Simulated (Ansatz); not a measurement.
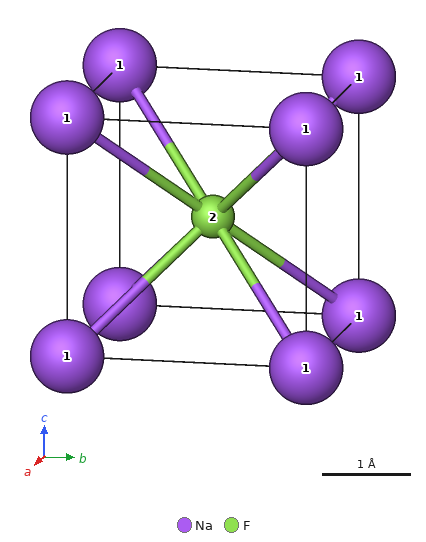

**Figure 1.** The input geometry (ball-and-stick view of the cell of the calculation, seen slightly off an axis; atoms are numbered from 1 in the order of the input). Near neighbours in the crystal (not all of them lie inside the picture): Na has 8 F at 2.42 Å; F has 8 Na at 2.42 Å.

NaF: GW calculation

System: NaF (Pm-3m, 2 atoms in the cell).
Method: DFT, HSE06, plane waves, PAW, no spin polarisation (Ansatz 0.2.0).

The structure was built on a prototype by a generator. The geometry comes from this level: r2SCAN. It belongs to a series of runs on one base structure; here: G0W0 settings. Figures and captions count atoms from 1; the log counts them from 0 in places.

## What the program printed
```
exact exchange: scf.exx.singularity resolves to wigner_seitz, which cuts the screened interaction at the faces of the exchange supercell's Wigner-Seitz cell, so that each pair interacts once, at the shortest of its separations (the periodic images that this leaves out come, for a point-like exchange hole, to about 0.002 eV on a filled level). The cut falls within the interaction's reach, and what an exchange supercell this small leaves in the energy, the band gaps and, where it is computed, the pressure is not bounded here. The exchange supercell (the smallest cell that an SCF of this deck is solved on times the 4×4×4 mesh of the exchange sum) has its nearest image at L = 11.17 Å, 2.32 times the interaction's range 1/ω = 4.81 Å. A denser mesh of the exchange sum (kpoints.mp_grid; where a k-mesh is refused, the cell repeated along its short axes), shrinks what is left. The k-mesh (kpoints.mp_grid) can leave an error of its own, as it does under a semilocal functional: two runs of this structure under PBE, one on that k-mesh and one on a denser one or on the cell repeated (per cell), show about how large it is in the energy; in a metal the hybrid's can be larger than they show. Converge the k-mesh under the hybrid itself. See scf.exx.q_mesh
Engine: ansatz 0.2.0, x86_64-unknown-linux-gnu
Pseudopotentials: kind: paw
Pseudopotential: Na, paw, valence charge 9, recommended cutoff 420 eV (normal), Na.paw.azcp
Pseudopotential: F, paw, valence charge 7, recommended cutoff 420 eV (normal), F.paw.azcp
Functional definition: HSE06
  parameter a = 0.25
  parameter omega = 0.11/bohr
  exchange = pbe_x - a*pbe_x_sr(omega) + a*exact_x_sr(omega)
  correlation = pbe_c
davidson cushion auto → on  (no smearing: the cushion is to keep the highest requested band from converging to the state above it; pin scf.eigensolver.cushion to override)
Crystal: 2 atoms, lattice volume = 21.799 Å³
Basis set: ecut = 420 eV, 437 PW (Γ)
Bands: 12, of which v1, the nominal top of the filled ones, is band 8 counted from 1 (7 counted from 0)
Symmetry: 48 space group operations
Space group: Pm-3m (ITA 221), of the structure as read, at distance tolerance 2.8e-5 Å
k-points: 10 of 64
Non-local potential: Na, projectors of the file, l = 0: 3, l = 1: 2, l = 2: 1
Non-local potential: F, projectors of the file, l = 0: 2, l = 1: 2, l = 2: 1
PAW form: soft (Blöchl's): semilocal exchange-correlation on the pseudo side does not see the compensation charge
PAW frozen core: Na, regenerated for the run's functional, and the local potential with it (the file was generated under x = pbe(κ = 0.804, μ = 0.2195149727645171), c = pbe(β = 0.06672455060314922))
PAW frozen core: F, regenerated for the run's functional, and the local potential with it (the file was generated under x = pbe(κ = 0.804, μ = 0.2195149727645171), c = pbe(β = 0.06672455060314922))
PAW one-centre angular grid: Na, 110 points (default); XC on 96 Gauss nodes
PAW one-centre angular grid: F, 110 points (default); XC on 64 Gauss nodes
Initial density: superposition of atomic densities (neutral atoms: chi_scale 0, normalization atom), corrected by the library's trained network
Initial wavefunctions: pseudopotential atomic-orbital guess
Functional: x = pbe(κ = 0.804, μ = 0.2195149727645171), c = pbe(β = 0.06672455060314922), warm-up for x = pbe(κ = 0.804, μ = 0.2195149727645171) + 0.25 (exact − pbe) at short range (hse, ω = 0.20786987370883472 Å⁻¹), c = pbe(β = 0.06672455060314922); HSE06 as pw.x's `hse` composes it (authors' and Libxc's form: `xc: wpbeh`)
SCF iter   1: F=—  HF=-2297.089481 eV  |F-HF|=—  |Δ(HF+E_count)|=         —  Δρ=1.74e-3  dr2=7.05e-4  ethr=1.77e-3  ⟨swp⟩=2.0  Hψ=828  notcnv=0
preconditioner: auto → none  [insulator: Δε(μ)=6.090 eV  Ē_g=27.295 eV  n_scr=6 (ndim 8)  ℏωp=29.8 eV  f_vac=0.030]
SCF iter   2: F=-2297.089367 eV  HF=-2297.089437 eV  |F-HF|=7.08e-5  |Δ(HF+E_count)|=   4.33e-5  Δρ=1.30e-3  dr2=1.53e-4  ethr=4.40e-6  ⟨swp⟩=3.1  Hψ=349  notcnv=0
SCF 1 stopped early in 2 iterations: F = -2297.089367 eV  dr2 = 1.53e-4
  greatest PAW one-centre occupation: 0.999 electrons in one spin orbital (limit 2), on the Na atom at site 0 (counted from 0), in its partial waves of l = 0
Initial density: handed on by an earlier stage of this run
Initial wavefunctions: those handed on with the density
Functional: x = pbe(κ = 0.804, μ = 0.2195149727645171) + 0.25 (exact − pbe) at short range (hse, ω = 0.20786987370883472 Å⁻¹), c = pbe(β = 0.06672455060314922); HSE06 as pw.x's `hse` composes it (authors' and Libxc's form: `xc: wpbeh`)
Exchange kernel: α = 0.2500, screened, ω = 0.2079 Å⁻¹, Wigner–Seitz truncation, v(0) = 954.2828 eV·Å³, q-mesh 4×4×4, nearest image of the exchange supercell L = 11.17 Å, pair-density grid 15×15×15, without the augmentation charges, whose exchange is taken in its separable form by FFT convolution over the k-point mesh (sized by the pseudopotential files, 20×20×20 at the most), smooth part of the exact exchange by density-matrix convolution
Frozen-core exchange: fock
SCF iter   1: F=—  HF=-2297.112801 eV  |F-HF|=—  |Δ(HF+E_count)|=         —  Δρ=1.00e-2  dr2=1.95e-2  ethr=9.58e-6  ⟨swp⟩=4.5  Hψ=493  notcnv=0
preconditioner: auto → none  [insulator: Δε(μ)=8.442 eV  Ē_g=30.639 eV  n_scr=6 (ndim 8)  ℏωp=29.8 eV  f_vac=0.028]
SCF iter   2: F=—  HF=-2297.106502 eV  |F-HF|=—  |Δ(HF+E_count)|=   6.30e-3  Δρ=5.41e-3  dr2=1.99e-3  ethr=9.58e-6  ⟨swp⟩=4.0  Hψ=427  notcnv=0
SCF iter   3: F=—  HF=-2297.108801 eV  |F-HF|=—  |Δ(HF+E_count)|=   2.30e-3  Δρ=2.11e-3  dr2=5.61e-4  ethr=9.58e-6  ⟨swp⟩=2.1  Hψ=281  notcnv=0
SCF iter   4: F=—  HF=-2297.108628 eV  |F-HF|=—  |Δ(HF+E_count)|=   1.72e-4  Δρ=7.57e-4  dr2=8.55e-5  ethr=3.38e-6  ⟨swp⟩=2.0  Hψ=280  notcnv=0
iter 5 solved again at ethr=3.91e-9 eV; its pass at ethr=4.12e-7 eV (dr2=6.25e-7 eV) is discarded
SCF iter   5: F=—  HF=-2297.108610 eV  |F-HF|=—  |Δ(HF+E_count)|=   1.85e-5  Δρ=9.52e-5  dr2=1.14e-5  ethr=3.91e-9  ⟨swp⟩=3.2  Hψ=624  notcnv=0
eigensolver tolerance schedule calibrated: the retry pair's looser diagonalisation under-reported the residual by θ = 0.24 (0.12/decade); ethr = c·dr2/N_el runs at the constant in force after the calibration composes with the one it found (an armed cap, an earlier calibration), c = 7.2e-2
SCF iter   6: F=—  HF=-2297.108678 eV  |F-HF|=—  |Δ(HF+E_count)|=   6.84e-5  Δρ=3.67e-4  dr2=1.89e-5  ethr=3.68e-9  ⟨swp⟩=4.0  Hψ=444  notcnv=0
SCF iter   7: F=-2297.108672 eV  HF=-2297.108672 eV  |F-HF|=4.28e-9  |Δ(HF+E_count)|=   6.27e-6  Δρ=7.46e-6  dr2=4.34e-7  ethr=3.68e-9  ⟨swp⟩=4.0  Hψ=420  notcnv=0
SCF 2 stopped early in 7 iterations: F = -2297.108672 eV  dr2 = 4.34e-7
hybrid outer 1: dexx = +3.368e-3 eV, tail = 8.62e-6 eV
Exchange kernel: α = 0.2500, screened, ω = 0.2079 Å⁻¹, Wigner–Seitz truncation, v(0) = 954.2828 eV·Å³, q-mesh 4×4×4, nearest image of the exchange supercell L = 11.17 Å, pair-density grid 15×15×15, without the augmentation charges, whose exchange is taken in its separable form by FFT convolution over the k-point mesh (sized by the pseudopotential files, 20×20×20 at the most), smooth part of the exact exchange by density-matrix convolution
Frozen-core exchange: fock
SCF iter   1: F=—  HF=-2297.108728 eV  |F-HF|=—  |Δ(HF+E_count)|=         —  Δρ=9.28e-5  dr2=1.36e-6  ethr=2.69e-7  ⟨swp⟩=2.8  Hψ=288  notcnv=0
preconditioner: auto → none  [insulator: Δε(μ)=8.334 eV  Ē_g=30.546 eV  n_scr=6 (ndim 8)  ℏωp=29.8 eV  f_vac=0.042]
iter 2 solved again at ethr=1.11e-10 eV; its pass at ethr=7.55e-9 eV (dr2=1.77e-8 eV) is discarded
SCF iter   2: F=-2297.108727 eV  HF=-2297.108727 eV  |F-HF|=2.20e-8  |Δ(HF+E_count)|=   5.65e-7  Δρ=1.85e-5  dr2=3.41e-8  ethr=1.11e-10  ⟨swp⟩=3.4  Hψ=660  notcnv=0
SCF 3 converged in 2 iterations: F = -2297.108727 eV  dr2 = 3.41e-8
```

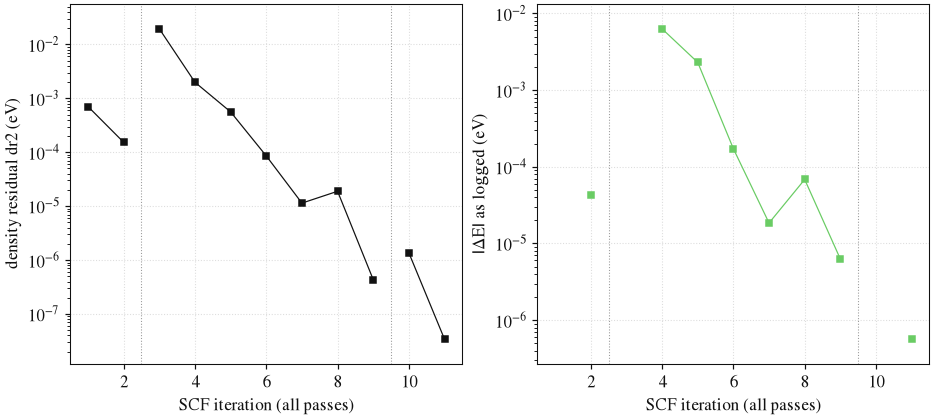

**Figure 2.** Convergence of the self-consistent field: density residual dr2 and size of the energy change against the SCF iteration. The run starts with a semilocal functional; after that each stretch between dotted lines is one SCF of the hybrid functional between two exact rebuilds of the exchange operator by the outer loop. Early passes are stopped at a loose threshold. The passes take 2, 7 and 2 iterations.

```
hybrid outer 2: dexx = +1.028e-7 eV, tail = 8.67e-8 eV, Δε = 2.62e-3 eV (about 3.36e-4 eV left of the loop's levels)
NSCF: frozen V_eff on 10 k-points
Exchange-term sweep: 0 of 10 (spin, k) points
Exchange-term sweep: 1 of 10 (spin, k) points
Exchange-term sweep: 2 of 10 (spin, k) points
Exchange-term sweep: 3 of 10 (spin, k) points
Exchange-term sweep: 4 of 10 (spin, k) points
Exchange-term sweep: 5 of 10 (spin, k) points
Exchange-term sweep: 6 of 10 (spin, k) points
Exchange-term sweep: 7 of 10 (spin, k) points
Exchange-term sweep: 8 of 10 (spin, k) points
Exchange-term sweep: 9 of 10 (spin, k) points
Exchange-term sweep: 10 of 10 (spin, k) points
G₀W₀ screening: q 1/1
G₀W₀ self-energy: k 1/6
G₀W₀ self-energy: k 2/6
G₀W₀ self-energy: k 3/6
G₀W₀ self-energy: k 4/6
G₀W₀ self-energy: k 5/6
G₀W₀ self-energy: k 6/6
hybrid SCF converged: 2 outer / 9 inner (+2 warm-up), last move |dexx| = 1.03e-7 eV, tail = 8.67e-8 eV
Stability not checked: this state was not tested for a lower state beside it, because the functional holds exact exchange (a hybrid, or Hartree-Fock), whose exchange loop this test does not read (fock_operator; see scf.lower_state_search)
Free energy (F): -2297.108728 eV
Frozen-core exchange: fock
Harris-Foulkes:  -2297.108728 eV  (|F-HF|=2.20e-8)
Internal energy: -2297.108728 eV  (E = F + TS)
E sigma→0 (E₀):  -2297.108728 eV
Fermi energy:    1.265255 eV
--- Per-component energies (eV) ---
  E_band       = -260.927497
  E_kinetic    = 331.938223
  E_local      = -1569.570746  (includes V_loc(G=0)·N_el)
  E_nonlocal   = 187.456877
  E_hartree    = 548.664736
  E_xc         = -96.577176
  E_vxc        = -122.837869  (∫ρ·V_xc dr)
  E_exx        = -69.901142  (= α·E_x^exact, valence–valence)
  E_paw        = -417.973944  (= ΣΔE_a)
  E_vpaw       = -45.442160  (= ΣTr[D̂ρ^β])
  E_aug_tail   = 0.001912  (compensation charges beyond the density's cutoff)
  E_ewald      = -1211.083358
  E_core_change = -0.064110  (= ΣΔE_core)
  E_smearing   = -0.000000  (= −TS)
  E_closure    = -0.000000  (closes the sum)
  Σ components = -2297.108728   (vs F -2297.108728, Δ=9.09e-13)
--- Band table (eV; the first three rows and the last of 10) ---
  k-point 0: bands = ["-50.1247", "-20.2117", "-20.1707", "-20.1707", "-20.1707", "0.9124", "0.9124", "0.9124", "9.5984", "19.3060"]
  k-point 1: bands = ["-50.1114", "-20.7674", "-20.1555", "-20.1555", "-19.5705", "-0.3998", "0.9780", "0.9780", "11.4231", "18.3355"]
  k-point 2: bands = ["-50.0982", "-21.0143", "-20.1402", "-20.1402", "-19.2703", "-1.4731", "1.0451", "1.0451", "14.4659", "15.5897"]
  k-point 9: bands = ["-50.0502", "-20.3529", "-20.3529", "-20.3529", "-19.4139", "-0.4859", "-0.4859", "-0.4859", "18.0165", "18.0165"]
  guard bands above this table: 2 of the run's 12 bands. The solve was not asked for them (output.publish_guard_bands: true or output.eigenvalues: true publishes all)
--- G₀W₀: contour deformation, 5 samples at zero and on the imaginary axis and 2 off it, 1 q-point, 60 empty bands' worth ---
  eigenvalues of the whole cell's RPA ε∞ on this k-mesh (on a slab, of 1 + 4πα/V) = 1.7397, 1.7397, 1.7397; static W/v taken at q = 0 is 0.574821
  bands read: the sum over 68 bands ends inside a degenerate multiplet in 3 slots, whose members it reads at an even weight; the widest, k=0: bands 68 to 70 (counted from 1) at 1/3 each
  gw.qp_kpoints: band_edges: 6 of 10 stored k-points solved, in 1 pass; an edge of the gap read off the rows below is read off those points alone
    valence top: of the k-points left out ik 8 came nearest to being solved in a further pass, in band 8 (counted from 1, as in the quasiparticle table): it holds the edge there only if its correction is more favourable than any solved in that band by at least 0.840 eV; those differ by 0.084 eV
    conduction bottom: of the k-points left out ik 6 came nearest to being solved in a further pass, in band 9 (counted from 1, as in the quasiparticle table): it holds the edge there only if its correction is more favourable than any solved in that band by at least 4.203 eV; those differ by 0.546 eV
    ik  band        ε_KS         Σx   Σc(E_QP)       V_xc       Z   E_QP_lin       E_QP  E_QP is
     0     8      0.9124   -33.8180     5.6738   -25.5215  0.8305    -1.7702    -1.7103  root
     0     9      9.5984    -5.5173    -3.9796   -10.9381  0.8786    11.0526    11.0395  root
     1     8      0.9780   -33.9059     5.7334   -25.5843  0.8300    -1.6687    -1.6102  root
     1     9     11.4231    -6.5906    -3.9054   -12.1323  0.8759    13.0764    13.0593  root
     2     8      1.0451   -34.0383     5.8028   -25.6485  0.8294    -1.6006    -1.5419  root
     2     9     14.4659    -5.4588    -4.0164   -10.9989  0.8779    16.0045    15.9896  root
     3     8      1.0649   -34.1052     5.8108   -25.7031  0.8293    -1.5854    -1.5265  root
     3     9     12.8705    -7.1055    -3.8490   -12.6718  0.8744    14.6066    14.5877  root
     4     8      1.1538   -34.3453     5.8944   -25.8271  0.8285    -1.5308    -1.4699  root
     4     9     15.6744    -6.5733    -3.8600   -12.1443  0.8739    17.4042    17.3854  root
     5     8      1.2653   -34.6989     6.0124   -26.0155  0.8276    -1.4695    -1.4058  root
     5     9     15.5440    -3.0708    -4.0832    -8.3249  0.8791    16.7236    16.7149  root
```

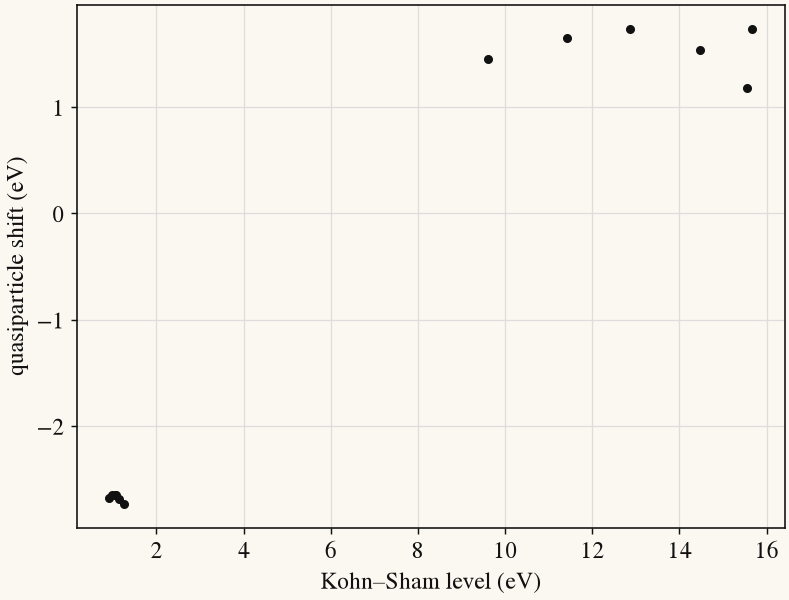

**Figure 3.** Quasiparticle corrections (linearised) against the Kohn–Sham levels, for the bands and k-points computed. On this mesh the gap goes from 8.33 to 12.45 eV.

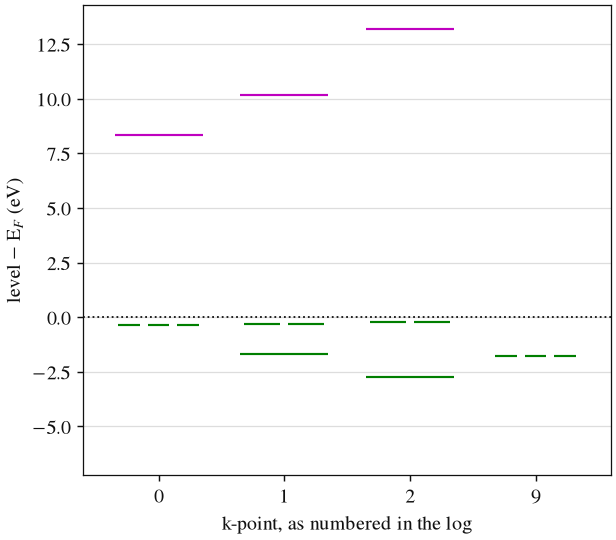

**Figure 4.** Kohn–Sham levels near the Fermi level (dotted) at the few k-points that the log prints; levels within 0.02 eV of each other stand side by side. Among these points the highest filled and lowest empty levels are 8.55 eV apart; the gap on the full mesh, 8.33 eV, has an edge at a point that isn't printed.

This output came from the following input.

## Input
```yaml
crystal:
  lattice:
    - [2.7934852186, 0.0, 0.0]
    - [0.0, 2.7934852186, 0.0]
    - [0.0, 0.0, 2.7934852186]
  atoms:
    - { symbol: Na, position: [0.0, 0.0, 0.0] }
    - { symbol: F, position: [0.5, 0.5, 0.5] }
kpoints:
  mp_grid: { grid: [4, 4, 4] }
hamiltonian:
  xc: hse06
scf:
  occupations: { method: fixed }
gw:
  n_empty_bands: 60
  ecut_chi: 80
  qp_bands: [v1, c1]
  qp_kpoints: band_edges
  screening: { model: contour_deformation }
  q_mesh: [1, 1, 1]
```

Run as:
```bash
ansatz run input.yaml --threads 4 --pin off --max-ram 3686MiB --backend cpu --events-out ev --progress --plain --runs-dir out
```

## Summary

```tsv
quantity	value
outcome	converged
space group (tolerance 0.01 Å)	Pm-3m (221)
electrons treated	16
free energy	−2297.1087 eV
Fermi energy	1.265 eV
gap on the k-point mesh	8.33 eV
quasiparticle gap on the mesh	12.45 eV
hardware	4 threads of an x86-64 CPU, shared host
wall time	12 s (CPU time 27 s)
peak memory	0.43 GiB
```

## Notes

Settings chosen away from the usual ones: G0W0 settings. The GW levels are not extrapolated in basis or mesh.
